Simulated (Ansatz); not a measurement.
Consider Cr.

Input

```
crystal:
  lattice:
    - [-1.2846960778, 1.2846960778, 1.816560254]
    - [1.2846960778, -1.2846960778, 1.816560254]
    - [1.2846960778, 1.2846960778, -1.816560254]
  atoms:
    - { symbol: Cr, position: [0.0, 0.0, 0.0] }
basis:
  ecutwfc: 420
kpoints:
  mp_grid: { grid: [26, 26, 26] }
hamiltonian:
  xc: pbesol
scf:
  occupations: { method: gaussian, width: 0.15 }
output:
  forces: true
  stress: true
  eigenvalues: true
  write_density: true
  write_potential: true
  elf: true
  volumetric_format: npy
```

Command:

```sh
ansatz run input.yaml --threads 1 --pin off --max-ram 2560MiB --backend cpu --events-out ev --progress --plain --runs-dir out
```

Below, planes, directions and counts refer to the conventional cell (a = 3.63 Å, b = 3.63 Å, c = 3.63 Å, α = 90.00°, β = 90.00°, γ = 90.00°).

Space group Fm-3m; computed pressure about −11 GPa in this cell; computed without spin polarisation.

Computed with DFT PBEsol, scalar-relativistic, plane waves, PAW in Ansatz.

Predict the valence pseudo-density and electron localisation function between the atoms.

Answer. Cr–Cr (2.57 Å): the density is about 0.33 e/Å³ at the midpoint; the ELF is about 0.30 at the midpoint: no shared electron pair shows on this line.

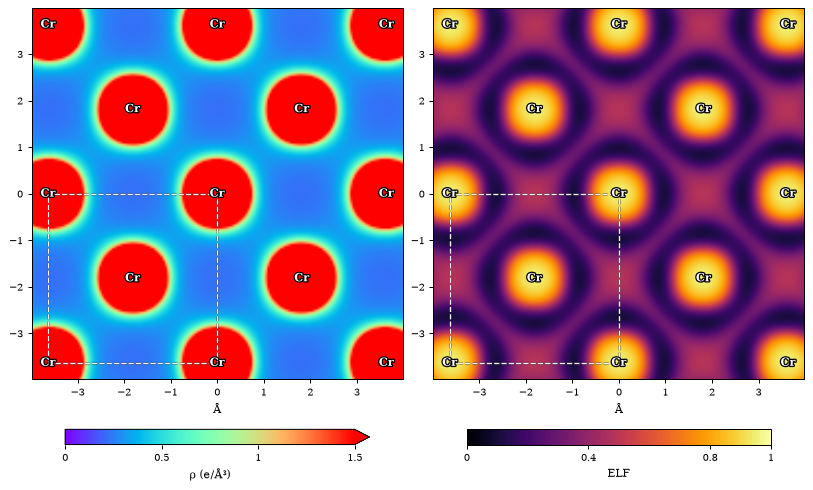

Computed valence pseudo-density and electron localisation function on the (001) plane of the conventional cell, in this order. 
